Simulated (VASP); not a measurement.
# Driving VASP from ASE on AlN, part 2 of 3

Do ASE scripts that read AlN from different structure formats give one answer, and do several routes find one equilibrium volume? All runs use r2SCAN. Left out of this account: 1 further run (self-consistent run: a reference on another mesh). The start is a cell from a database of measured crystal structures.

VASP 6.6.1; r2SCAN; plane waves and PAW (Al, N).

So far. Step 2 (Self-consistent run (r2SCAN, through ASE)): The pressure is -0.97 GPa and the largest force 0.016 eV/Å, so the cell is not at a minimum at these settings. Step 3 (Self-consistent run (r2SCAN, through ASE), try 2): The energy lies +0.05 meV an atom from the first script, on another mesh.

### 4. Full relaxation (r2SCAN, through ASE)

Properties are meant for the cell that this level of theory prefers, so cell and atoms are relaxed first (ISIF = 3) until forces and stress are small; EDIFFG sets the threshold.

Input file run.py:

```python
import numpy as np
from ase.calculators.vasp import Vasp
from ase.io import read

atoms = read('AlN.cif')

calc = Vasp(
    xc='r2scan',
    pp='PBE',
    prec='Accurate',
    encut=520,
    ediff=1e-06,
    nelm=100,
    ismear=-1,
    sigma=0.05,
    lreal=False,
    algo='Normal',
    lasph=True,
    nbands=14,
    lorbit=11,
    lwave=False,
    lcharg=False,
    kpar=4,
    ibrion=2,
    nsw=60,
    isif=3,
    ediffg=-0.01,
    pp_version='64',
    setups={'Al': '', 'N': ''},
    kpts=(9, 9, 5),
    gamma=True,
    txt='vasp.out',
)
atoms.calc = calc

print("energy (eV):", round(atoms.get_potential_energy(), 6))
print("Fermi level (eV):", round(calc.get_fermi_level(), 4))
print("forces (eV/A):")
print(np.round(atoms.get_forces(), 4))
print("stress (GPa, Voigt, tension positive):", np.round(atoms.get_stress() * 160.21766, 3))
print("cell (A, degrees):", np.round(atoms.cell.cellpar(), 4))
print("volume (A^3):", round(atoms.get_volume(), 4))
print("positions:")
print(np.round(atoms.get_scaled_positions(), 5))
```

Input file AlN.cif:

```cif
data_AlN
_cell_length_a 3.11000000
_cell_length_b 3.11000000
_cell_length_c 4.98000000
_cell_angle_alpha 90.00000000
_cell_angle_beta 90.00000000
_cell_angle_gamma 120.00000000
_space_group_name_H-M_alt 'P1'
_space_group_name_Hall 'P 1'
_space_group_IT_number 1
loop_
_space_group_symop_operation_xyz
'x,y,z'
loop_
_atom_site_label
_atom_site_type_symbol
_atom_site_symmetry_multiplicity
_atom_site_Wyckoff_symbol
_atom_site_fract_x
_atom_site_fract_y
_atom_site_fract_z
_atom_site_occupancy
Al1 Al 1 a 0.6666666667 0.3333333333 0.0000000000 1
Al2 Al 1 a 0.3333333333 0.6666666667 0.5000000000 1
N1 N 1 a 0.6666666667 0.3333333333 0.3820000000 1
N2 N 1 a 0.3333333333 0.6666666667 0.8820000000 1
```

PAW data sets: Al and N (PBE family, release 64).

Run with:

```console
$ export ASE_VASP_COMMAND="mpirun -np 4 vasp_std"
$ python run.py
```

Log:

```text
energy (eV): -38.456479
Fermi level (eV): 6.8804
forces (eV/A):
[[-0.     -0.      0.0073]
 [ 0.     -0.      0.0073]
 [-0.      0.     -0.0073]
 [-0.      0.     -0.0073]]
stress (GPa, Voigt, tension positive): [ 0.088  0.088  0.011  0.    -0.    -0.   ]
cell (A, degrees): [  3.1057   3.1057   4.9739  90.      90.     120.    ]
volume (A^3): 41.5475
positions:
[[6.6667e-01 3.3333e-01 7.0000e-05]
 [3.3333e-01 6.6667e-01 5.0007e-01]
 [6.6667e-01 3.3333e-01 3.8193e-01]
 [3.3333e-01 6.6667e-01 8.8193e-01]]
```

The job ended after 28 s (4 MPI ranks of Intel Xeon Platinum 8488C (Sapphire Rapids), shared host; peak memory 0.62 GiB; 94 s of CPU time).

The INCAR that ASE wrote:

```
ENCUT = 520.000000
SIGMA = 0.050000
EDIFF = 1.00e-06
EDIFFG = -1.00e-02
ALGO = Normal
METAGGA = R2SCAN
PREC = Accurate
IBRION = 2
ISIF = 3
ISMEAR = -1
KPAR = 4
LORBIT = 11
NBANDS = 14
NELM = 100
NSW = 60
LASPH = .TRUE.
LCHARG = .FALSE.
LWAVE = .FALSE.
LREAL = .FALSE.
```

The KPOINTS that ASE wrote:

```
KPOINTS created by Atomic Simulation Environment
0
Gamma
9 9 5
0 0 0
```

VASP's own log, vasp.out:

```text
[... set-up lines as in an earlier step ...]
 entering main loop
       N       E                     dE             d eps       ncg     rms          rms(c)
DAV:   1     0.372381013801E+02    0.37238E+02   -0.78023E+03  1008   0.106E+03
DAV:   2    -0.431007017646E+02   -0.80339E+02   -0.74278E+02  1364   0.212E+02
DAV:   3    -0.470821947374E+02   -0.39815E+01   -0.39679E+01  1320   0.502E+01
DAV:   4    -0.471110001269E+02   -0.28805E-01   -0.28802E-01  1176   0.491E+00
DAV:   5    -0.471113959891E+02   -0.39586E-03   -0.39583E-03  1320   0.580E-01    0.126E+01
DAV:   6    -0.381376731347E+02    0.89737E+01   -0.10037E+01  1230   0.232E+01    0.519E+00
DAV:   7    -0.384138066559E+02   -0.27613E+00   -0.13477E+00  1254   0.812E+00    0.336E+00
DAV:   8    -0.384656517396E+02   -0.51845E-01   -0.91902E-02  1080   0.319E+00    0.868E-01
DAV:   9    -0.384555681784E+02    0.10084E-01   -0.28276E-02  1314   0.136E+00    0.226E-01
DAV:  10    -0.384560618702E+02   -0.49369E-03   -0.25211E-03  1248   0.369E-01    0.107E-01
DAV:  11    -0.384559998442E+02    0.62026E-04   -0.11815E-04  1332   0.974E-02    0.256E-02
   1 F= -.38456000E+02 E0= -.38456000E+02  d E =-.384560E+02
 curvature:   0.00 expect dE= 0.000E+00 dE for cont linesearch  0.000E+00
 trial: gam= 0.00000 g(F)=  0.506E-04 g(S)=  0.230E-02 ort = 0.000E+00 (trialstep = 0.100E+01)
 search vector abs. value=  0.235E-02
 bond charge predicted
       N       E                     dE             d eps       ncg     rms          rms(c)
DAV:   1    -0.384592281300E+02   -0.32283E-02   -0.74498E-02  1194   0.240E+00    0.391E-01
DAV:   2    -0.384558925470E+02    0.33356E-02   -0.84945E-03  1224   0.738E-01    0.118E-01
DAV:   3    -0.384558244175E+02    0.68129E-04   -0.76286E-04  1176   0.215E-01    0.450E-02
DAV:   4    -0.384557880991E+02    0.36318E-04   -0.24979E-05  1320   0.455E-02    0.178E-02
DAV:   5    -0.384557729571E+02    0.15142E-04   -0.30565E-06  1260   0.144E-02    0.380E-03
DAV:   6    -0.384557722500E+02    0.70710E-06   -0.21718E-07   756   0.403E-03
   2 F= -.38455772E+02 E0= -.38455772E+02  d E =0.227847E-03
 trial-energy change:    0.000228  1 .order    0.000084   -0.002346    0.002515
 step:   0.4390(harm=  0.4827)  dis= 0.00034  next Energy=   -38.456503 (dE=-0.503E-03)
 bond charge predicted
       N       E                     dE             d eps       ncg     rms          rms(c)
DAV:   1    -0.384574875277E+02   -0.17146E-02   -0.23637E-02  1158   0.134E+00    0.220E-01
DAV:   2    -0.384564392549E+02    0.10483E-02   -0.27391E-03  1254   0.418E-01    0.658E-02
DAV:   3    -0.384564628512E+02   -0.23596E-04   -0.23725E-04  1158   0.120E-01    0.255E-02
DAV:   4    -0.384564730714E+02   -0.10220E-04   -0.78189E-06  1302   0.255E-02    0.994E-03
DAV:   5    -0.384564787411E+02   -0.56696E-05   -0.88080E-07   804   0.804E-03    0.199E-03
DAV:   6    -0.384564790840E+02   -0.34290E-06   -0.20741E-07   654   0.379E-03
   3 F= -.38456479E+02 E0= -.38456479E+02  d E =-.478986E-03
 curvature:  -0.24 expect dE=-0.547E-05 dE for cont linesearch -0.311E-05
 trial: gam=-0.06460 g(F)=  0.103E-04 g(S)=  0.126E-04 ort = 0.174E-03 (trialstep = 0.888E+00)
 search vector abs. value=  0.101E-04
 reached required accuracy - stopping structural energy minimisation
```

OUTCAR, selected parts (step 4):

```text
 Found     36 irreducible k-points:

   NELECT =      16.0000    total number of electrons

 E-fermi :   6.8804

 k-point     1 :       0.0000    0.0000    0.0000
  band No.  band energies     occupation
    ...
      4       5.0437      2.00000
      5       5.0437      2.00000
      6       5.7066      2.00000
      7       5.7066      2.00000
      8       5.9395      2.00000
      9      10.8688      0.00000
     10      13.4825      0.00000
     11      17.5693      0.00000
     12      17.9832      0.00000
     13      17.9832      0.00000
    ...

 k-point     2 :       0.1111    0.0000    0.0000
  band No.  band energies     occupation
    ...
      4       4.3434      2.00000
      5       4.8425      2.00000
      6       5.0396      2.00000
      7       5.6796      2.00000
      8       5.8673      2.00000
      9      11.5534      0.00000
     10      14.1008      0.00000
     11      16.8103      0.00000
     12      17.0516      0.00000
     13      18.4624      0.00000
    ...

  Total       -0.0227252     -0.0227252     -0.0029682      0.0000000     -0.0000000      0.0000000
  in kB       -0.8763427     -0.8763427     -0.1144611      0.0000000     -0.0000000      0.0000000
  external PRESSURE =      -0.6223821 kB  Pullay stress =       0.0000000 kB

  energy-cutoff  :      520.00
  volume of cell :       41.55
      direct lattice vectors                 reciprocal lattice vectors
     3.105694192  0.000000000  0.000000000     0.321989204  0.185900553  0.000000000
    -1.552847096  2.689610067  0.000000000    -0.000000000  0.371801107  0.000000000
     0.000000000 -0.000000000  4.973894790     0.000000000  0.000000000  0.201049689

 POSITION                                       TOTAL-FORCE (eV/Angst)
 -----------------------------------------------------------------------------------
      1.55285      0.89654      0.00034        -0.000000     -0.000000      0.007292
     -0.00000      1.79307      2.48729         0.000000     -0.000000      0.007292
      1.55285      0.89654      1.89969        -0.000000      0.000000     -0.007292
     -0.00000      1.79307      4.38663        -0.000000      0.000000     -0.007292
 -----------------------------------------------------------------------------------
    total drift:                               -0.000000     -0.000000     -0.018418

  FREE ENERGIE OF THE ION-ELECTRON SYSTEM (eV)
  ---------------------------------------------------
  free  energy   TOTEN  =       -38.4564790840 eV

  energy  without entropy=      -38.4564790839  energy(sigma->0) =      -38.45647908

 reached required accuracy - stopping structural energy minimisation

 total charge
# of ion       s       p       d       tot
------------------------------------------
    1        0.368   0.451   0.000   0.818
    2        0.368   0.451   0.000   0.818
    3        1.230   2.675   0.000   3.905
    4        1.230   2.675   0.000   3.905
--------------------------------------------------
tot          3.196   6.250   0.000   9.446

[... 7 parts as in an earlier step ...]

[... 6 further parts left out ...]
```

CONTCAR:

```
Al N
   1.00000000000000
     3.1056941923712444    0.0000000000000000    0.0000000000000000
    -1.5528470961856216    2.6896100669792933    0.0000000000000000
     0.0000000000000000   -0.0000000000000000    4.9738947896464554
  Al              N
     2     2
Direct
     0.6666666667000030    0.3333333332999970    0.0000686142300871
     0.3333333332999970    0.6666666667000030    0.5000686142300870
     0.6666666667000030    0.3333333332999970    0.3819313857699108
     0.3333333332999970    0.6666666667000030    0.8819313857699109
```

The run keeps the 12 symmetry operations of its start, so it cannot find a distortion of lower symmetry.

The steps of the relaxation:

```
step  energy less that of the first step (eV)  largest force (eV/Å)  pressure (GPa)  volume (Å³)
   1                                   0.0000                0.0162           -0.97        41.71
   2                                   0.0002                0.0040            1.07        41.34
   3                                  -0.0005                0.0073           -0.06        41.55
```

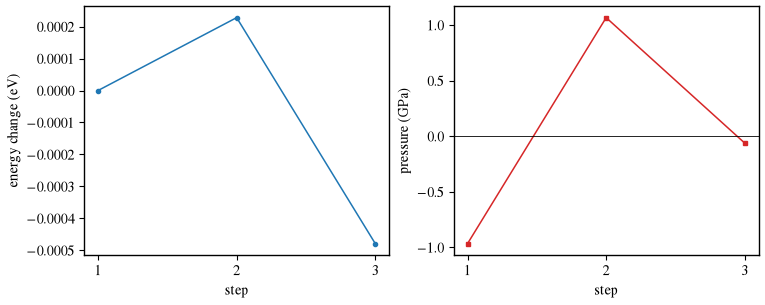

Energy and pressure along the relaxation.

```
conventional cell, symmetrised  before  after  change
                         a (Å)   3.110  3.106  -0.1 %
                         b (Å)   3.110  3.106  -0.1 %
                         c (Å)   4.980  4.974  -0.1 %
              volume (Å³/atom)   10.43  10.39  -0.4 %
```

The relaxed structure:

```xyz
4
Lattice="3.1057 0.0000 0.0000 -1.5528 2.6896 0.0000 0.0000 0.0000 4.9739" Properties=species:S:1:pos:R:3 pbc="T T T"
Al    1.5528    0.8965    0.0003
Al    0.0000    1.7931    2.4873
N     1.5528    0.8965    1.8997
N     0.0000    1.7931    4.3866
```

This step gave:

```
irreducible k-points            : 36
Fermi energy                    : 6.880 eV
pressure                        : -0.06224 GPa
SCF cycles over all ionic steps : 24
gap on the k-mesh               : 4.929 eV
least direct gap on the k-mesh  : 4.929 eV
```

It ends with a largest force of 0.007 eV/Å and a pressure of -0.06 GPa.

### 5. Equation of state by an ASE loop (r2SCAN)

An ASE loop scales the volume and fits the energies, which gives the bulk modulus from energies alone.

Input file run.py:

```python
import numpy as np
from ase.calculators.vasp import Vasp
from ase.io import read
from ase.eos import EquationOfState
from ase.units import GPa

atoms = read('structure.vasp')

calc = Vasp(
    xc='r2scan',
    pp='PBE',
    prec='Accurate',
    encut=520,
    ediff=1e-06,
    nelm=100,
    ismear=-1,
    sigma=0.05,
    lreal=False,
    algo='Normal',
    lasph=True,
    nbands=14,
    lorbit=11,
    lwave=False,
    lcharg=False,
    kpar=4,
    isif=2,
    pp_version='64',
    setups={'Al': '', 'N': ''},
    kpts=(9, 9, 5),
    gamma=True,
    txt='vasp.out',
)
atoms.calc = calc

cell, volumes, energies = atoms.get_cell(), [], []
for x in [0.94, 0.96, 0.98, 1.0, 1.02, 1.04, 1.06]:
    atoms.set_cell(cell * x ** (1 / 3), scale_atoms=True)
    volumes.append(atoms.get_volume())
    energies.append(atoms.get_potential_energy())
    print(f"{x:.2f}  V = {volumes[-1]:.4f} A^3  E = {energies[-1]:.6f} eV")
v0, e0, b0 = EquationOfState(volumes, energies, eos="birchmurnaghan").fit()
print(f"V0 = {v0:.4f} A^3  E0 = {e0:.6f} eV  B0 = {b0 / GPa:.2f} GPa")
```

Input file structure.vasp:

```
AlN
1.0
    3.1100000000      0.0000000000      0.0000000000
   -1.5550000000      2.6933390058      0.0000000000
    0.0000000000      0.0000000000      4.9800000000
Al N
2 2
Direct
    0.6666666667      0.3333333333      0.0000000000
    0.3333333333      0.6666666667      0.5000000000
    0.6666666667      0.3333333333      0.3820000000
    0.3333333333      0.6666666667      0.8820000000
```

Log:

```text
0.94  V = 39.2111 A^3  E = -38.358577 eV
0.96  V = 40.0453 A^3  E = -38.416775 eV
0.98  V = 40.8796 A^3  E = -38.448477 eV
1.00  V = 41.7139 A^3  E = -38.456000 eV
1.02  V = 42.5482 A^3  E = -38.441585 eV
1.04  V = 43.3825 A^3  E = -38.407250 eV
1.06  V = 44.2167 A^3  E = -38.354856 eV
V0 = 41.5708 A^3  E0 = -38.456310 eV  B0 = 213.08 GPa
```

The job ended after 1.7 min (4 MPI ranks; peak memory 0.6 GiB).

ASE turned this into the INCAR:

```
ENCUT = 520.000000
SIGMA = 0.050000
EDIFF = 1.00e-06
ALGO = Normal
METAGGA = R2SCAN
PREC = Accurate
ISIF = 2
ISMEAR = -1
KPAR = 4
LORBIT = 11
NBANDS = 14
NELM = 100
LASPH = .TRUE.
LCHARG = .FALSE.
LWAVE = .FALSE.
LREAL = .FALSE.
```

The KPOINTS that ASE wrote:

```
KPOINTS created by Atomic Simulation Environment
0
Gamma
9 9 5
0 0 0
```

VASP's own log, vasp.out (the last of its runs):

```text
[banner, memory and clock lines left out]
running    4 mpi-ranks, on    1 nodes
 distrk:  each k-point on    1 cores,    4 groups
 distr:  one band on    1 cores,    1 groups

 POSCAR found type information on POSCAR AlN
 POSCAR found :  2 types and       4 ions
 [... a notice as in an earlier step ...]

 LDA part: xc-table for (None), standard interpolation
 POSCAR, INCAR and KPOINTS ok, starting setup
 FFT: planning ... GRIDC
 FFT: planning ... GRID_SOFT
 FFT: planning ... GRID
 WAVECAR not read
 WARNING: random wavefunctions but no delay for mixing, default for NELMDL
 entering main loop
       N       E                     dE             d eps       ncg     rms          rms(c)
DAV:   1     0.370775994508E+02    0.37078E+02   -0.75217E+03  1008   0.105E+03
DAV:   2    -0.426716644516E+02   -0.79749E+02   -0.72342E+02  1416   0.203E+02
DAV:   3    -0.468705602687E+02   -0.41989E+01   -0.41784E+01  1350   0.492E+01
DAV:   4    -0.469030347580E+02   -0.32474E-01   -0.32470E-01  1134   0.511E+00
DAV:   5    -0.469034800275E+02   -0.44527E-03   -0.44524E-03  1374   0.603E-01    0.121E+01
DAV:   6    -0.380207446467E+02    0.88827E+01   -0.10067E+01  1236   0.228E+01    0.495E+00
DAV:   7    -0.383121030183E+02   -0.29136E+00   -0.11662E+00  1212   0.753E+00    0.326E+00
DAV:   8    -0.383644382633E+02   -0.52335E-01   -0.92845E-02  1110   0.325E+00    0.858E-01
DAV:   9    -0.383543698306E+02    0.10068E-01   -0.29304E-02  1302   0.138E+00    0.183E-01
DAV:  10    -0.383549442159E+02   -0.57439E-03   -0.27736E-03  1194   0.375E-01    0.133E-01
DAV:  11    -0.383548657613E+02    0.78455E-04   -0.38296E-04  1278   0.167E-01    0.231E-02
DAV:  12    -0.383548593297E+02    0.64316E-05   -0.16155E-05  1218   0.356E-02    0.724E-03
DAV:  13    -0.383548555243E+02    0.38053E-05   -0.44499E-06  1332   0.162E-02    0.494E-03
DAV:  14    -0.383548555274E+02   -0.30439E-08   -0.46943E-07   696   0.605E-03
   1 F= -.38354856E+02 E0= -.38354856E+02  d E =-.774371E-10
```

OUTCAR, selected parts (step 5):

```text
   ENCUT  =  520.0 eV  38.22 Ry    6.18 a.u.   5.90  5.90  9.44*2*pi/ulx,y,z

   NELECT =      16.0000    total number of electrons

 E-fermi :   6.3127

 k-point     1 :       0.0000    0.0000    0.0000
  band No.  band energies     occupation
    ...
      4       4.4928      2.00000
      5       4.4928      2.00000
      6       5.1411      2.00000
      7       5.1411      2.00000
      8       5.3630      2.00000
      9       9.7216      0.00000
     10      12.3387      0.00000
     11      16.4625      0.00000
     12      16.9357      0.00000
     13      16.9357      0.00000
    ...

  Total       -3.3366273     -3.3366273     -3.0872996      0.0000000      0.0000000      0.0000000
  in kB     -120.9014943   -120.9014943   -111.8671934      0.0000000      0.0000000      0.0000000
  external PRESSURE =    -117.8900606 kB  Pullay stress =       0.0000000 kB

 POSITION                                       TOTAL-FORCE (eV/Angst)
 -----------------------------------------------------------------------------------
      1.58550      0.91539      0.00000         0.000000      0.000000      0.036838
     -0.00000      1.83078      2.53884        -0.000000     -0.000000      0.036838
      1.58550      0.91539      1.93967         0.000000     -0.000000     -0.036838
     -0.00000      1.83078      4.47851        -0.000000      0.000000     -0.036838
 -----------------------------------------------------------------------------------
    total drift:                                0.000000      0.000000     -0.023973

  FREE ENERGIE OF THE ION-ELECTRON SYSTEM (eV)
  ---------------------------------------------------
  free  energy   TOTEN  =       -38.3548555274 eV

  energy  without entropy=      -38.3548555273  energy(sigma->0) =      -38.35485553

[... 5 parts as in an earlier step ...]

[... 11 further parts left out ...]
```

Numbers from this step:

```
bulk modulus                  : 213.1 GPa
equilibrium volume of the fit : 10.39 Å³/atom
```

The fitted volume lies +0.06 % from the relaxed one.

(Part 2 of 3 ends here.)

[Lines on the potential files, build, host, timing and source positions are cut from VASP's logs without a mark.]

[Logs are printed without paths, hosts, clocks, repeated set-up lines and the standing remarks that a program may print on its own settings, such as how far it seeks lower states.]

[Hosts, paths, dates, database ids (printed as entryN), source tags and the programs' standing remarks are cut or masked in the printed files.]

[A measured line is paired with the nearest computed mode of its activity, which favours agreement.]
